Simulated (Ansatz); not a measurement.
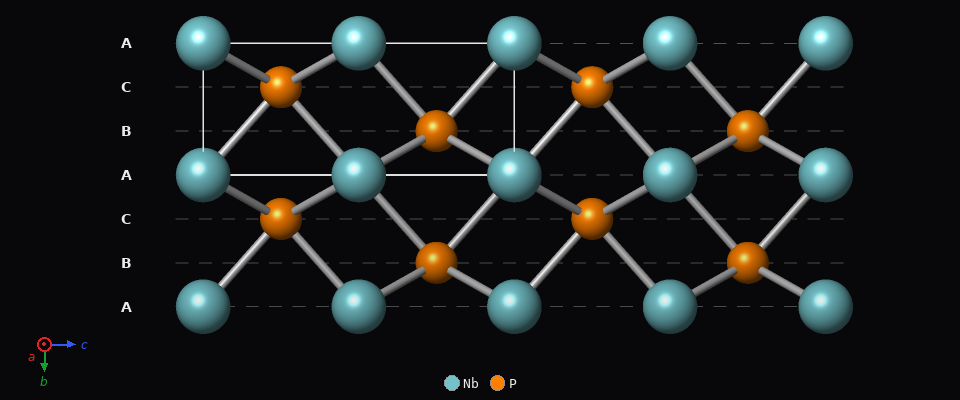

Projection along an edge of the hexagonal mesh, stacking direction c to the right. The dashed lines mark the three columns A (0, 0), B (1/3, 2/3) and C (2/3, 1/3). The sequence starts with the first layer at or above the cell's origin.

System NbP; source of the atomic positions: the end point of a relaxation with Ansatz 0.2.0, DFT, PBEsol, plane waves, PAW.

Question: Read off the stacking sequence over one period.

Answer: Nb(A) – P(C) – Nb(A) – P(B) (four layers in 6.70 Å).

Question: How are the P layers alone stacked?

Answer: P layers alone: CB, the hexagonal close-packed type.

Question: Which positions between or in the P layers do the other atoms fill?

Answer: Nb: two octahedral sites, counted in one hexagonal cell.
